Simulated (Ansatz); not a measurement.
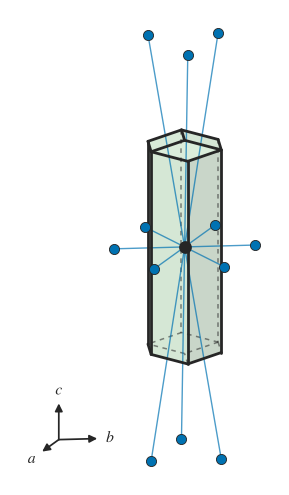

Crystal: C, the geometry relaxed with Ansatz 0.2.0, DFT PBEsol, scalar-relativistic, plane waves, PAW. The Wigner–Seitz cell of the crystal's lattice, with lines to the lattice points that define its faces. Symmetry computed with spglib at a tolerance of 0.002 Å; standard conventional cell.

a = 2.459 Å, b = 2.459 Å, c = 23.018 Å, α = 90.00°, β = 90.00°, γ = 120.00°; space group R-3m, No. 166, hexagonal axes.

**Which of Fedorov's five parallelohedra is it?**

A rhombic dodecahedron: 12 faces (12 with 4 edges), 24 edges, 14 vertices. Its volume is that of the primitive cell, 40.2 Å³.

**Which lattice vectors do the faces bisect?**

| example | length (Å) | faces | edges of each | area (Å²) |
| --- | --- | --- | --- | --- |
| a + b | 2.46 | 6 | 4 | 10.7 |
| 2/3 a + 1/3 b + 1/3 c | 7.80 | 6 | 4 | 1.8 |
